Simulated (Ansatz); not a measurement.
Input file:

```
crystal:
  lattice:
    - [3.742, 0.0, 0.0]
    - [-1.871, 3.240667061, 0.0]
    - [0.0, 0.0, 15.919]
  atoms:
    - { symbol: Ga, position: [0.3333333333, 0.6666666667, 0.177] }
    - { symbol: Ga, position: [0.6666666667, 0.3333333333, 0.677] }
    - { symbol: Ga, position: [0.3333333333, 0.6666666667, 0.323] }
    - { symbol: Ga, position: [0.6666666667, 0.3333333333, 0.823] }
    - { symbol: Se, position: [0.3333333333, 0.6666666667, 0.6] }
    - { symbol: Se, position: [0.6666666667, 0.3333333333, 0.1] }
    - { symbol: Se, position: [0.3333333333, 0.6666666667, 0.9] }
    - { symbol: Se, position: [0.6666666667, 0.3333333333, 0.4] }
scf:
  occupations: { method: fixed }
output:
  forces: true
  stress: true
  eigenvalues: true
  write_density: true
  write_potential: true
  elf: true
  volumetric_format: npy
hamiltonian:
  xc: pbe
  dispersion: d3bj
basis:
  ecutwfc: 440
kpoints:
  mp_grid: { grid: [10, 10, 3] }
relax:
  f_tol: 0.001
  max_steps: 40
```

Launched as:

```sh
ansatz run input.yaml --threads 8 --pin off --max-ram 24576MiB --backend cpu --events-out ev --progress --plain --runs-dir out
```

Below, planes, directions and counts refer to the conventional cell (a = 3.74 Å, b = 3.74 Å, c = 15.92 Å, α = 90.00°, β = 90.00°, γ = 120.00°).

The fields are those of the relaxed geometry.

Space group P6₃/mmc.

Method: DFT PBE+D3(BJ), scalar-relativistic, plane waves, PAW (Ansatz).

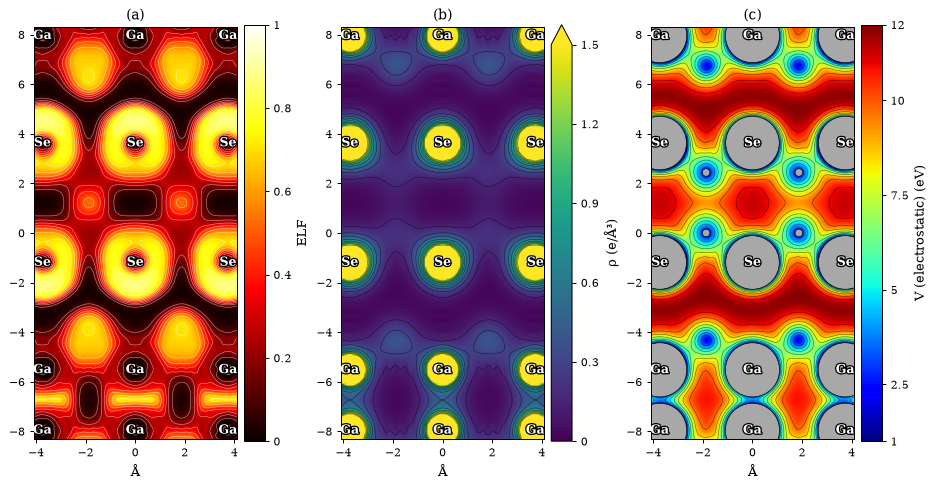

GaSe. (a) ELF; (b) valence charge density (pseudo); (c) electrostatic potential (local pseudopotential plus Hartree) felt by an electron on the (100) plane of the conventional cell. Grey discs cover the atomic cores in the potential map.

Question: Describe what can be read from this map.

Answer: Atoms in the plane: Ga and Se.
Ga–Ga (2.44 Å): ρ is about 0.45 e/Å³ halfway; the ELF peaks at about 0.70 between the atoms.
Between the atoms the lowest density in this plane is 0.01 e/Å³.
The ELF also peaks beside Se, away from the bonds: lone-pair regions.
Outside the cores the potential energy rises away from the atoms and is highest about 2.1 Å from the nearest atoms; its zero is arbitrary.
